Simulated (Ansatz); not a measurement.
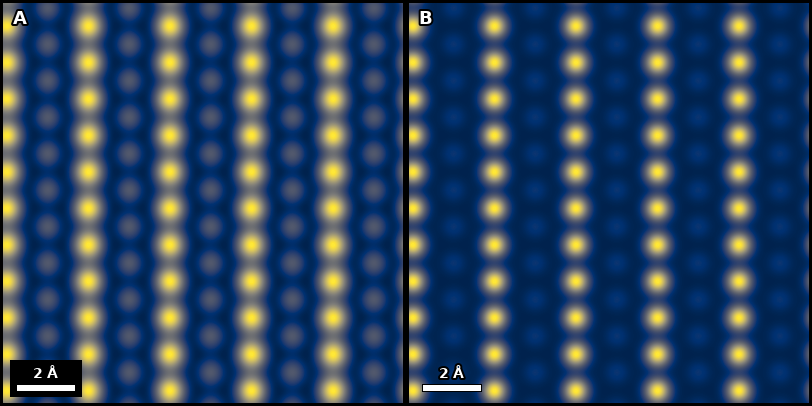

Two simulated images of the same area of Li2S (Fm-3m, No. 225) along [210], with a probe of 0.68 Å. One is incoherent Z contrast (Z^1.7 per atom), the other the projected potential of neutral atoms blurred by the probe (iDPC-like, thin sample). Brightness is counted from the darkest point of the image. Model: the geometry relaxed with DFT PBE, scalar-relativistic, plane waves, PAW (Ansatz 0.2.0).

> Which panel is which, and how can one tell?

B is the Z-contrast image and A the potential image. The columns of 2 Li per repeat reach about 10 % of the brightest peak (1 S) in B but about 31 % in A, mainly since the potential grows much more slowly with atomic number.
